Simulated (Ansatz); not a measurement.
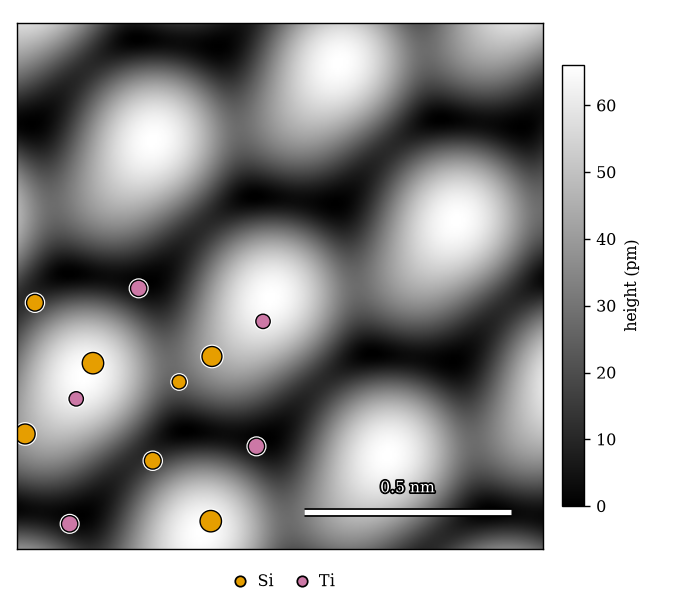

Constant-current image at a set point of 1.6 × 10⁻⁵ e/Å³ of TiSi2(111) (Fddd bulk, 10 atomic planes (those closer than 0.6 Å count as one), 11 Å, Si-terminated, slab composition Si7Ti3), sample bias −0.50 V. The atoms seen from above are drawn over one corner (deeper ones smaller).

Images follow the Tersoff–Hamann model: the current is the local density of the sample's states between the Fermi level and the bias, at the tip's centre. Bias windows are sharp sums over the levels of the k mesh.

Level of theory: DFT LDA, scalar-relativistic, plane waves, PAW (Ansatz). Cutoff 420 eV, 13 × 13 k-points, Gaussian smearing 0.1 eV, dipole correction. The slab is a cut without reconstruction beyond its cell, at the source's lattice constants, with its lower half held fixed and the rest relaxed. No spin polarisation. The run warns that the functional's potential is rough in the thin density of the vacuum, where the tip is; weak contrasts and barriers may feel it.

Input

```yaml
crystal:
  lattice:
    - [4.75954895, 0.0, 0.0]
    - [1.19662226, 4.73538379, 0.0]
    - [0.0, 0.0, 29.4612942549]
  atoms:
    - { symbol: Si, position: [0.67321957, 0.31675873, 0.3054855609] }
    - { symbol: Si, position: [0.53942658, 0.84870079, 0.3160816808] }
    - { symbol: Si, position: [0.14123318, 0.44376644, 0.3476177407] }
    - { symbol: Ti, position: [0.00903297, 0.97532823, 0.3580877206] }
    - { symbol: Ti, position: [0.61083956, 0.57039388, 0.3896237805] }
    - { symbol: Si, position: [0.47863935, 0.10195567, 0.4000937505] }
    - { symbol: Si, position: [0.08044594, 0.69702132, 0.4316298203] }
    - { symbol: Si, position: [0.94665296, 0.22896337, 0.4422259303] }
    - { symbol: Si, position: [0.54845955, 0.82402902, 0.4737620001] }
    - { symbol: Ti, position: [0.41625934, 0.35559081, 0.4842319701] }
    - { symbol: Ti, position: [0.0160035354, 0.9492866767, 0.5150840635] }
    - { symbol: Si, position: [0.8823480435, 0.4823704647, 0.5247270204] }
    - { symbol: Si, position: [0.4814170801, 0.0808038382, 0.5573511187] }
    - { symbol: Si, position: [0.3661452534, 0.6078150877, 0.5661734202] }
    - { symbol: Si, position: [0.9560899323, 0.2095930443, 0.5984550606] }
    - { symbol: Ti, position: [0.8314188729, 0.7372687819, 0.6059112025] }
    - { symbol: Ti, position: [0.4224404131, 0.3294460477, 0.6405392706] }
    - { symbol: Si, position: [0.2839873709, 0.8615841734, 0.6461025407] }
    - { symbol: Si, position: [0.8987949111, 0.4214229053, 0.679167928] }
    - { symbol: Si, position: [0.6924998738, 0.9145765266, 0.689897042] }
basis:
  ecutwfc: 420.0
  fft_grid_basis: typed
kpoints:
  mp_grid: { grid: [13, 13, 1] }
hamiltonian:
  xc: lda
  pseudopotentials: { kind: paw }
scf:
  occupations: { method: gaussian, width: 0.1 }
output:
  forces: true
  eigenvalues: true
  band_densities:
    - { e_range: [-2.0, -1.0] }
    - { e_range: [-1.0, -0.5] }
    - { e_range: [-0.5, -0.25] }
    - { e_range: [-0.25, 0.0] }
    - { e_range: [0.0, 0.25] }
    - { e_range: [0.25, 0.5] }
    - { e_range: [0.5, 1.0] }
    - { e_range: [1.0, 1.5] }
  band_residual_tolerance: 1.0e-05
  write_potential: true
  elf: true
  write_density: true
  volumetric_format: npy
efield:
  axis: 3
  dipole_correction: true
  ramp_width: 0.04
checkpoint:
  read: start.run
  write: ck
  compress: false
  write_wavefunctions: false
  write_every: 100000
```

Command:

```sh
ansatz run input.yaml --threads 2 --pin off --max-ram 4423MiB --backend cpu --events-out ev --progress --plain --runs-dir out
```

This step took 8.1 min on 2 threads of Intel(R) Xeon(R) Platinum 8259CL CPU @ 2.50GHz (Skylake/Cascade Lake), with other jobs on the host, peak memory 3.1 GiB; the relaxation before it isn't counted.

> Assign the bright and dark features to the surface structure.

The brightest spots lie over the top Si atoms with 4 neighbours; the darkest points are over bridge points between Si atoms and the Ti atoms 1.5 Å below the top plane. The corrugation is 66 pm at a mean tip height of 3.5 Å.
